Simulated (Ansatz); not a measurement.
**Electron scattering at the Σ5 (210) boundary in fcc Ir with C (interstitial)**

Wanted: what the Σ5 (210) boundary in fcc Ir with C (interstitial) costs an interconnect.

Program: Ansatz 0.2.0. Level of theory: Ansatz plane-wave DFT, PBE, PAW files; relaxation of a bicrystal slab with its lowest layers held; PAW set soft_1, in the first sound run; inputs show where later runs differ. Results are calculated unless marked as measured.

## 1. The starting structure

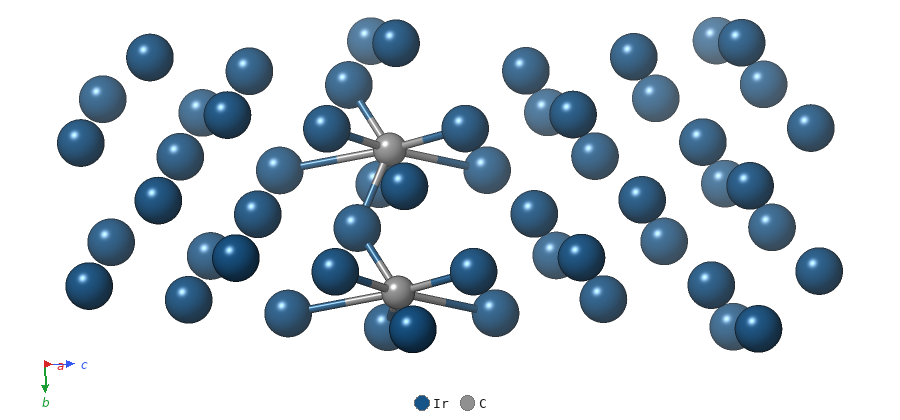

The cell as given, from the side, with the c axis across the page (iridium blue, carbon grey). 1×2×1 cells are drawn. Bonds to atoms that aren't drawn are left out. Some periodic images of atoms are drawn too.

The cell holds 22 atoms: 21 Ir and 1 C. Its edges and angles: a = 4.702 Å, b = 3.839 Å, c = 29.029 Å, α = 90.0°, β = 90.0°, γ = 65.9°. It derives from Ir. built on the (2 1 0) plane; 2 overlapping atoms removed and the grains opened by 0 Å. Vacuum lies along c.

## 2. Relaxing the bicrystal

The boundary is built by mirroring the lower grain in the boundary plane and removing any atoms that overlap; then the C is put in at the boundary. A thin bicrystal slab is relaxed first, with the lowest layers held and the upper grain free to shift and open.

input.yaml reads:

```yaml
crystal:
  lattice:
    - [4.7022854592, 0.0, 0.0]
    - [1.5674284864, 3.5048766455, 0.0]
    - [0.0, 0.0, 29.0288347253]
  atoms:
    - { symbol: Ir, position: [0.6, 0.6999999999, 0.1722425322] }
    - { symbol: Ir, position: [0.2, 0.3999999999, 0.2018171241] }
    - { symbol: Ir, position: [0.8, 0.0999999999, 0.2313917159] }
    - { symbol: Ir, position: [0.4, 0.7999999999, 0.2609663078] }
    - { symbol: Ir, position: [0.0, 0.4999999999, 0.2905408997] }
    - { symbol: Ir, position: [0.6, 0.1999999999, 0.3201154915] }
    - { symbol: Ir, position: [0.2, 0.9, 0.3496900834] }
    - { symbol: Ir, position: [0.8, 0.6, 0.3792646753] }
    - { symbol: Ir, position: [0.4, 0.3, 0.4088392671] }
    - { symbol: Ir, position: [0.0, 0.0, 0.438413859] }
    - { symbol: C, position: [0.5, 0.75, 0.438413859] }
    - { symbol: Ir, position: [0.8, 0.6, 0.4975630427] }
    - { symbol: Ir, position: [0.2, 0.9, 0.5271376346] }
    - { symbol: Ir, position: [0.6, 0.1999999999, 0.5567122264] }
    - { symbol: Ir, position: [0.0, 0.4999999999, 0.5862868183] }
    - { symbol: Ir, position: [0.4, 0.7999999999, 0.6158614102] }
    - { symbol: Ir, position: [0.8, 0.0999999999, 0.645436002] }
    - { symbol: Ir, position: [0.2, 0.3999999999, 0.6750105939] }
    - { symbol: Ir, position: [0.6, 0.6999999999, 0.7045851858] }
    - { symbol: Ir, position: [0.0, 0.9999999999, 0.7341597776] }
    - { symbol: Ir, position: [0.4000000001, 0.2999999998, 0.7637343695] }
    - { symbol: Ir, position: [0.8000000001, 0.5999999998, 0.7933089614] }
kpoints:
  mp_grid: { grid: [7, 7, 1] }
hamiltonian:
  xc: pbe
  pseudopotentials: { kind: paw, azcp: { folder: soft_1 } }
scf:
  occupations: { method: fermi_dirac, width: 0.1 }
relax:
  f_tol: 0.03
  max_steps: 80
  constraints: [{ sites: [0, 1, 2, 3] }]
```

The run is started by

```
ansatz run input.yaml --threads 4 --pin off --max-ram 15360MiB --backend cpu --events-out ev --progress --plain --runs-dir out
```

Numbers of over 12 decimals in the logs are rounded to 6 here.

Log:

```text
Engine: ansatz 0.2.0, aarch64-unknown-linux-gnu
Pseudopotentials: kind: paw
Pseudopotential: Ir, paw, valence charge 17, recommended cutoff 420 eV (normal), soft_1/Ir.paw.azcp
Pseudopotential: C, paw, valence charge 4, recommended cutoff 420 eV (normal), soft_1/C.paw.azcp
Functional definition: PBE
  parameter kappa = 0.804
  parameter beta = 0.066725
  exchange = pbe_x(kappa = kappa, mu = beta*pi^2/3)
  correlation = pbe_c(beta = beta)
Crystal: 22 atoms, lattice volume = 478.422 Å³
Basis set: ecut = 420 eV, 9349 PW (Γ), exchange–correlation on 64×54×400 points (8 copies of the dense FFT grid, shifted against one another)
Bands: 217, of which v1, the nominal top of the filled ones, is band 181 counted from 1 (180 counted from 0)
Symmetry: 2 space group operations
Space group: Cm (ITA 8), of the structure as read, at distance tolerance 7.8e-5 Å
k-points: 16 of 49 (time reversal used)
Non-local potential: Ir, projectors of the file, l = 0: 3, l = 1: 2, l = 2: 2, l = 3: 1
Non-local potential: C, projectors of the file, l = 0: 2, l = 1: 2, l = 2: 1
PAW form: soft (Blöchl's): semilocal exchange-correlation on the pseudo side does not see the compensation charge
PAW one-centre angular grid: Ir, 590 points (default); XC on 64 Gauss nodes
PAW one-centre angular grid: C, 110 points (default); XC on 64 Gauss nodes
Initial density: superposition of atomic densities (neutral atoms: chi_scale 0, normalization atom)
Initial wavefunctions: pseudopotential atomic-orbital guess
Functional: x = pbe(κ = 0.804, μ = 0.219515), c = pbe(β = 0.066725)
SCF iter   1: F=—  HF=-250917.607416 eV  |F-HF|=—  |Δ(HF+E_count)|=         —  Δρ=4.19e-2  dr2=1.18e1  ethr=3.10e-3  ⟨swp⟩=7.0  Hψ=13765  notcnv=0  defer=72
preconditioner: auto → LDOS  [metal: Δε(μ)=0.009 eV  Ē_g=6.535 eV  σ=0.100 eV  W_gap=0.02  n_scr=130 (ndim 8)  ℏωp=23.6 eV  f_vac=0.300  D(μ)=23.95/eV (n_scr^D=226)  β→1.0]
SCF iter   2: F=—  HF=-250916.958882 eV  |F-HF|=—  |Δ(HF+E_count)|=   6.49e-1  Δρ=3.18e-2  dr2=6.99e0  ethr=3.10e-3  ⟨swp⟩=3.5  Hψ=8288  notcnv=0  defer=104
SCF iter   3: F=—  HF=-250915.105673 eV  |F-HF|=—  |Δ(HF+E_count)|=    1.85e0  Δρ=5.16e-3  dr2=3.19e-1  ethr=1.94e-3  ⟨swp⟩=3.3  Hψ=7953  notcnv=0  defer=108
SCF iter   4: F=—  HF=-250915.041500 eV  |F-HF|=—  |Δ(HF+E_count)|=   6.42e-2  Δρ=2.09e-3  dr2=3.18e-2  ethr=8.85e-5  ⟨swp⟩=2.8  Hψ=6464  notcnv=0  defer=100
SCF iter   5: F=—  HF=-250915.038025 eV  |F-HF|=—  |Δ(HF+E_count)|=   3.47e-3  Δρ=7.54e-4  dr2=1.19e-2  ethr=8.81e-6  ⟨swp⟩=2.8  Hψ=6382  notcnv=0  defer=100
SCF iter   6: F=—  HF=-250915.037088 eV  |F-HF|=—  |Δ(HF+E_count)|=   9.38e-4  Δρ=3.40e-4  dr2=1.21e-3  ethr=3.31e-6  ⟨swp⟩=2.0  Hψ=4882  notcnv=0  defer=100
SCF iter   7: F=—  HF=-250915.036960 eV  |F-HF|=—  |Δ(HF+E_count)|=   1.28e-4  Δρ=9.28e-5  dr2=1.12e-4  ethr=3.35e-7  ⟨swp⟩=2.2  Hψ=5216  notcnv=0  defer=100
SCF iter   8: F=-250915.036961 eV  HF=-250915.036965 eV  |F-HF|=4.58e-6  |Δ(HF+E_count)|=   5.62e-6  Δρ=4.37e-5  dr2=1.48e-5  ethr=6.23e-9  ⟨swp⟩=3.4  Hψ=14493  notcnv=0
SCF 1 converged in 8 iterations: F = -250915.036961 eV  dr2 = 1.48e-5
  greatest PAW one-centre occupation: 1.000 electrons in one spin orbital (limit 2), on the Ir atom at site 14 (counted from 0), in its partial waves of l = 0
relax step   1: F+E_penalty+E_count = -250915.03696067 eV  Δ(F+E_penalty+E_count) = +0.000e0 eV  max|allowed force component| = 1.602e0 eV/Å  Δτ_max = 0.0000 Å  (8 SCF iters, dr2 threshold 2.25e-5 eV, accepted)
Initial density: handed on by an earlier stage of this run
Initial wavefunctions: those handed on with the density
iter 1 solved again at ethr=1.41e-3 eV; its pass at ethr=3.10e-3 eV (dr2=5.08e0 eV) is discarded
SCF iter   1: F=—  HF=-250915.408429 eV  |F-HF|=—  |Δ(HF+E_count)|=         —  Δρ=1.38e-2  dr2=4.76e0  ethr=1.41e-3  ⟨swp⟩=1.1  Hψ=11303  notcnv=0  defer=106
preconditioner: auto → LDOS  [metal: Δε(μ)=0.010 eV  Ē_g=6.419 eV  σ=0.100 eV  W_gap=0.03  n_scr=130 (ndim 8)  ℏωp=23.6 eV  f_vac=0.306  D(μ)=23.44/eV (n_scr^D=210)  β→1.0]
SCF iter   2: F=—  HF=-250915.321287 eV  |F-HF|=—  |Δ(HF+E_count)|=   8.71e-2  Δρ=4.68e-3  dr2=1.78e-1  ethr=1.32e-3  ⟨swp⟩=2.1  Hψ=4883  notcnv=0  defer=106
SCF iter   3: F=—  HF=-250915.299650 eV  |F-HF|=—  |Δ(HF+E_count)|=   2.16e-2  Δρ=3.17e-3  dr2=1.11e-1  ethr=4.94e-5  ⟨swp⟩=2.9  Hψ=7284  notcnv=0  defer=106
SCF iter   4: F=—  HF=-250915.270611 eV  |F-HF|=—  |Δ(HF+E_count)|=   2.90e-2  Δρ=5.86e-4  dr2=2.53e-3  ethr=3.09e-5  ⟨swp⟩=2.4  Hψ=5665  notcnv=0  defer=106
SCF iter   5: F=—  HF=-250915.269590 eV  |F-HF|=—  |Δ(HF+E_count)|=   1.02e-3  Δρ=1.82e-4  dr2=3.04e-4  ethr=7.01e-7  ⟨swp⟩=2.4  Hψ=5844  notcnv=0  defer=106
SCF iter   6: F=-250915.269630 eV  HF=-250915.269634 eV  |F-HF|=4.34e-6  |Δ(HF+E_count)|=   4.43e-5  Δρ=5.38e-5  dr2=2.05e-5  ethr=2.77e-8  ⟨swp⟩=3.6  Hψ=14014  notcnv=0
SCF 2 converged in 6 iterations: F = -250915.269630 eV  dr2 = 2.05e-5
  greatest PAW one-centre occupation: 1.000 electrons in one spin orbital (limit 2), on the Ir atom at site 11 (counted from 0), in its partial waves of l = 0
relax step   2: F+E_penalty+E_count = -250915.26962979 eV  Δ(F+E_penalty+E_count) = -2.327e-1 eV  max|allowed force component| = 2.349e0 eV/Å  Δτ_max = 0.1901 Å  (6 SCF iters, dr2 threshold 1.00e-4 eV, accepted)
iter 1 solved again at ethr=5.14e-4 eV; its pass at ethr=3.10e-3 eV (dr2=1.86e0 eV) is discarded
SCF iter   1: F=—  HF=-250915.555967 eV  |F-HF|=—  |Δ(HF+E_count)|=         —  Δρ=9.01e-3  dr2=2.30e0  ethr=5.14e-4  ⟨swp⟩=1.5  Hψ=11153  notcnv=0  defer=105
eigensolver tolerance schedule calibrated: the retry pair's looser diagonalisation under-reported the residual by θ = 0.19 (0.25/decade); ethr = c·dr2/N_el runs at the constant in force after the calibration composes with the one it found (an armed cap, an earlier calibration), c = 1.6e-2
preconditioner: auto → LDOS  [metal: Δε(μ)=0.006 eV  Ē_g=6.375 eV  σ=0.100 eV  W_gap=0.01  n_scr=130 (ndim 8)  ℏωp=23.6 eV  f_vac=0.302  D(μ)=24.07/eV (n_scr^D=226)  β→1.0]
SCF iter   2: F=—  HF=-250915.509314 eV  |F-HF|=—  |Δ(HF+E_count)|=   4.67e-2  Δρ=2.03e-3  dr2=3.60e-2  ethr=1.03e-4  ⟨swp⟩=2.2  Hψ=5284  notcnv=0  defer=105
SCF iter   3: F=—  HF=-250915.508185 eV  |F-HF|=—  |Δ(HF+E_count)|=   1.13e-3  Δρ=1.51e-3  dr2=2.57e-2  ethr=1.61e-6  ⟨swp⟩=3.1  Hψ=8033  notcnv=0  defer=105
SCF iter   4: F=—  HF=-250915.501940 eV  |F-HF|=—  |Δ(HF+E_count)|=   6.24e-3  Δρ=3.82e-4  dr2=9.08e-4  ethr=1.15e-6  ⟨swp⟩=2.8  Hψ=6874  notcnv=0  defer=105
SCF iter   5: F=—  HF=-250915.501743 eV  |F-HF|=—  |Δ(HF+E_count)|=   1.97e-4  Δρ=9.57e-5  dr2=9.49e-5  ethr=4.07e-8  ⟨swp⟩=3.0  Hψ=7829  notcnv=0  defer=105
SCF iter   6: F=-250915.501734 eV  HF=-250915.501739 eV  |F-HF|=4.69e-6  |Δ(HF+E_count)|=   4.72e-6  Δρ=3.29e-5  dr2=8.58e-6  ethr=4.26e-9  ⟨swp⟩=5.0  Hψ=11683  notcnv=0
SCF 3 converged in 6 iterations: F = -250915.501734 eV  dr2 = 8.58e-6
relax step   3: F+E_penalty+E_count = -250915.50173396 eV  Δ(F+E_penalty+E_count) = -2.321e-1 eV  max|allowed force component| = 3.299e-1 eV/Å  Δτ_max = 0.1389 Å  (6 SCF iters, dr2 threshold 1.00e-4 eV, accepted)
[...]
relax step   4: F+E_penalty+E_count = -250915.51357293 eV  Δ(F+E_penalty+E_count) = -1.184e-2 eV  max|allowed force component| = 1.313e-1 eV/Å  Δτ_max = 0.0605 Å  (6 SCF iters, dr2 threshold 6.80e-6 eV, accepted)
[...]
relax step   5: F+E_penalty+E_count = -250915.51585815 eV  Δ(F+E_penalty+E_count) = -2.285e-3 eV  max|allowed force component| = 7.017e-2 eV/Å  Δτ_max = 0.0380 Å  (6 SCF iters, dr2 threshold 1.08e-6 eV, accepted)
SCF iter   1: F=—  HF=-250915.517858 eV  |F-HF|=—  |Δ(HF+E_count)|=         —  Δρ=6.28e-4  dr2=4.17e-3  ethr=1.47e-6  ⟨swp⟩=3.0  Hψ=7620  notcnv=0  defer=108
preconditioner: auto → LDOS  [metal: Δε(μ)=0.005 eV  Ē_g=6.372 eV  σ=0.100 eV  W_gap=0.01  n_scr=130 (ndim 8)  ℏωp=23.6 eV  f_vac=0.301  D(μ)=24.23/eV (n_scr^D=226)  β→1.0]
SCF iter   2: F=—  HF=-250915.517806 eV  |F-HF|=—  |Δ(HF+E_count)|=   5.19e-5  Δρ=1.55e-4  dr2=2.34e-4  ethr=1.15e-6  ⟨swp⟩=1.3  Hψ=4008  notcnv=0  defer=108
SCF iter   3: F=—  HF=-250915.517796 eV  |F-HF|=—  |Δ(HF+E_count)|=   1.06e-5  Δρ=8.98e-5  dr2=8.37e-5  ethr=6.47e-8  ⟨swp⟩=2.9  Hψ=5974  notcnv=0  defer=108
SCF iter   4: F=—  HF=-250915.517118 eV  |F-HF|=—  |Δ(HF+E_count)|=   6.78e-4  Δρ=2.17e-5  dr2=5.49e-6  ethr=2.32e-8  ⟨swp⟩=2.8  Hψ=6142  notcnv=0  defer=108
SCF iter   5: F=—  HF=-250915.517117 eV  |F-HF|=—  |Δ(HF+E_count)|=   1.08e-6  Δρ=5.45e-6  dr2=1.91e-7  ethr=1.52e-9  ⟨swp⟩=2.1  Hψ=5193  notcnv=0  defer=108
SCF iter   6: F=-250915.517117 eV  HF=-250915.517117 eV  |F-HF|=2.49e-8  |Δ(HF+E_count)|=   3.22e-8  Δρ=1.88e-6  dr2=3.43e-8  ethr=2.77e-11  ⟨swp⟩=5.0  Hψ=12615  notcnv=0
SCF 6 converged in 6 iterations: F = -250915.517117 eV  dr2 = 3.43e-8
relax step   6: F+E_penalty+E_count = -250915.51711687 eV  Δ(F+E_penalty+E_count) = -1.259e-3 eV  max|allowed force component| = 1.199e-2 eV/Å  Δτ_max = 0.0078 Å  (6 SCF iters, accepted)
SCF converged after 6 iterations
Free energy (F): -250915.517117 eV
Harris-Foulkes:  -250915.517117 eV  (|F-HF|=2.49e-8)
Internal energy: -250914.713378 eV  (E = F + TS)
E sigma→0 (E₀):  -250915.115247 eV
Entropy (-TS):   -0.803739 eV (-36.534 meV/atom)
Fermi energy:    14.268369 eV
--- Per-component energies (eV) ---
  E_band       = -5718.421568
  E_kinetic    = 11409.474950
  E_local      = -411999.662959  (includes V_loc(G=0)·N_el)
  E_nonlocal   = 4014.776752
  E_hartree    = 201094.662215
  E_xc         = -4870.394054
  E_vxc        = -5432.325612  (∫ρ·V_xc dr)
  E_paw        = -194668.751887  (= ΣΔE_a)
  E_vpaw       = -5899.995046  (= ΣTr[D̂ρ^β])
  E_aug_tail   = 0.007424  (compensation charges beyond the density's cutoff)
  E_ewald      = 144105.174182
  E_smearing   = -0.803739  (= −TS)
  E_closure    = -0.000000  (closes the sum)
  Σ components = -250915.517117   (vs F -250915.517117, Δ=0.00e0)
--- Forces (eV/Å), atoms counted from 1 ---
  atom   1  Ir    -0.09213698     0.04120491     1.56914959
  atom   2  Ir     0.12973809    -0.05802064    -0.19364270
  atom   3  Ir     0.13593192    -0.06079060    -0.90974753
  atom   4  Ir    -0.16432250     0.07348725    -0.46918855
  atom   5  Ir    -0.00211908     0.00094768     0.00261200
  atom   6  Ir     0.00348366    -0.00155794    -0.00200093
  atom   7  Ir    -0.00312395     0.00139707    -0.00142631
  atom   8  Ir    -0.00217841     0.00097422    -0.00264465
  atom   9  Ir    -0.00447783     0.00200255     0.00678003
  atom  10  Ir     0.00063742    -0.00028506     0.00481491
  atom  11  C      0.00547402    -0.00244806    -0.01199271
  atom  12  Ir     0.00473951    -0.00211957     0.00822735
  atom  13  Ir    -0.00560839     0.00250815    -0.00721936
  atom  14  Ir    -0.00729253     0.00326132    -0.00014660
  atom  15  Ir     0.00449387    -0.00200972     0.01179055
  atom  16  Ir     0.00045750    -0.00020460     0.00049645
  atom  17  Ir    -0.00319923     0.00143074     0.00053578
  atom  18  Ir    -0.00029518     0.00013201    -0.00507611
  atom  19  Ir     0.00212889    -0.00095207     0.00177024
  atom  20  Ir    -0.00219401     0.00098119    -0.00773110
  atom  21  Ir     0.00698229    -0.00312257     0.00148997
  atom  22  Ir    -0.00711023     0.00317979     0.00312641
  max |Σ_I F_I| component: 2.33e-5 eV/Å
--- Relaxed structure (6 steps of the walk, 6 accepted, 0 SCFs on fresh bases) ---
  F+E_penalty+E_count = -250915.51711687 eV   max|allowed force component| = 1.199e-2 eV/Å
  atoms:
    - { symbol: Ir, position: [0.600000, 0.700000, 0.1722425322] }
    - { symbol: Ir, position: [0.200000, 0.400000, 0.2018171241] }
    - { symbol: Ir, position: [0.800000, 0.100000, 0.231392] }
    - { symbol: Ir, position: [0.400000, 0.800000, 0.2609663078] }
    - { symbol: Ir, position: [-0.00250599, 0.501253, 0.290731] }
    - { symbol: Ir, position: [0.601159, 0.199421, 0.320442] }
    - { symbol: Ir, position: [0.197432, 0.901284, 0.349492] }
    - { symbol: Ir, position: [0.797451, 0.601275, 0.381886] }
    - { symbol: Ir, position: [0.413431, 0.293284, 0.412196] }
    - { symbol: Ir, position: [0.021614, -0.010807, 0.442036] }
    - { symbol: C, position: [0.502695, 0.748653, 0.441502] }
    - { symbol: Ir, position: [0.770894, 0.614553, 0.497501] }
    - { symbol: Ir, position: [0.167992, 0.916004, 0.529784] }
    - { symbol: Ir, position: [0.570950, 0.214525, 0.557994] }
    - { symbol: Ir, position: [-0.025535, 0.512768, 0.587829] }
    - { symbol: Ir, position: [0.376391, 0.811804, 0.618923] }
    - { symbol: Ir, position: [0.774499, 0.112751, 0.647808] }
    - { symbol: Ir, position: [0.170307, 0.414847, 0.677854] }
    - { symbol: Ir, position: [0.569328, 0.715336, 0.708305] }
    - { symbol: Ir, position: [-0.021878, 1.010939, 0.739403] }
    - { symbol: Ir, position: [0.373900, 0.313050, 0.766894] }
    - { symbol: Ir, position: [0.772260, 0.613870, 0.792714] }
```

Run time: 4.4 min. Hardware: 4 threads of Arm Neoverse V2, shared host; peak memory 2.7 GiB.

Relaxation path:

```csv
step,energy less that of the first step (eV),largest force component (eV/Å)
1,0.0000,1.6022
2,-0.2327,2.3489
3,-0.4648,0.3299
4,-0.4766,0.1313
5,-0.4789,0.0702
6,-0.4802,0.0120
```

Forces are held to the 2 operations that the run works with; a distortion that breaks them can't arise in this run.

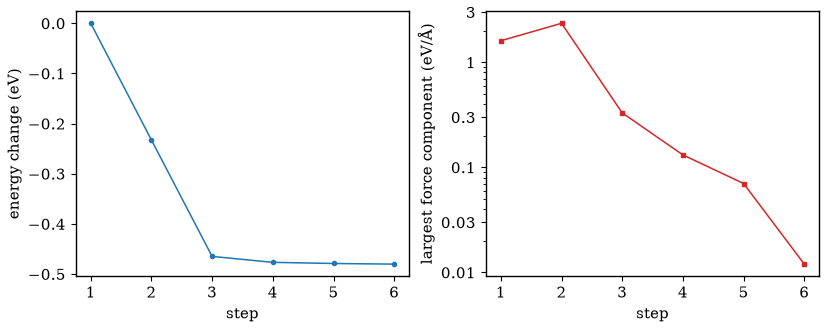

Energy and largest force along the relaxation.

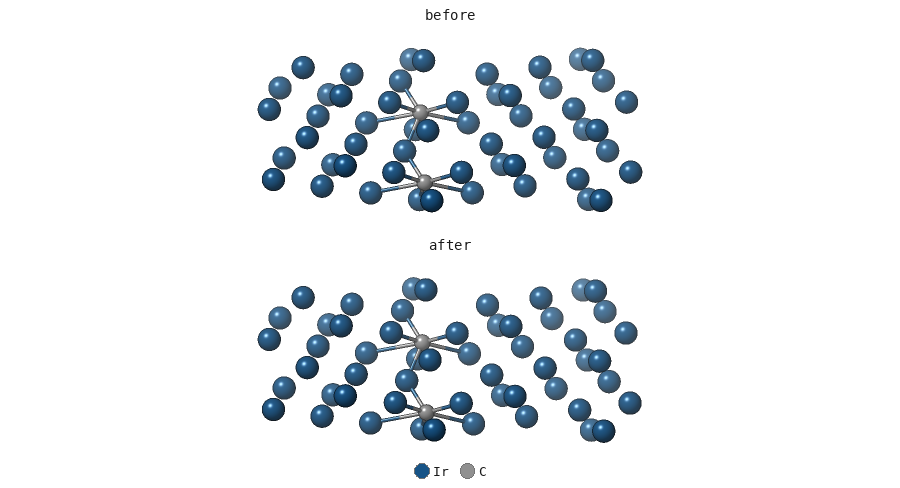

The structure before and after the relaxation, drawn at the same scale. Bonds to atoms that aren't drawn are left out.

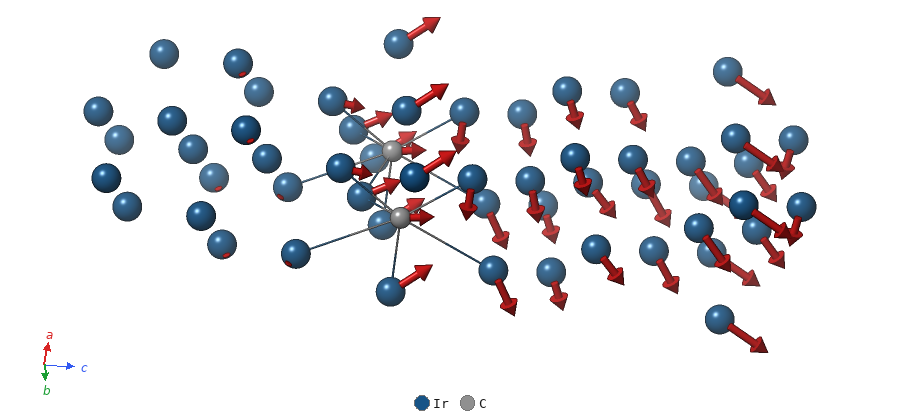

Displacements in the relaxation, exaggerated; the longest in the cell stands for 0.18 Å. Bonds to atoms that aren't drawn are left out. 1×2×1 cells are drawn. Some periodic images of atoms are drawn too.

The atoms that moved most (Å):

```csv
atom,dx,dy,dz,length
Ir20,-0.086,0.038,0.152,0.179
Ir19,-0.120,0.054,0.108,0.170
Ir13,-0.125,0.056,0.077,0.157
Ir18,-0.116,0.052,0.083,0.152
Ir21,-0.102,0.046,0.092,0.145
Ir10,0.085,-0.038,0.105,0.140
Ir16,-0.093,0.041,0.089,0.135
Ir14,-0.114,0.051,0.037,0.130
```

Numbers from this step:

```
free energy             : -250915.5171 eV
energy at zero smearing : -250915.1152 eV
Fermi energy            : 14.27 eV
```

The largest force component on a free atom ends at 0.012 eV/Å, under the tolerance of 0.03, after 6 steps.

[end of part 1 of 2]

[Logs are printed without paths, hosts, clocks, repeated set-up lines and the standing remarks that a program may print on its own settings, such as how far it seeks lower states.]

[Hosts, paths, dates, database ids (printed as entryN), source tags and the programs' standing remarks are cut or masked in the printed files.]
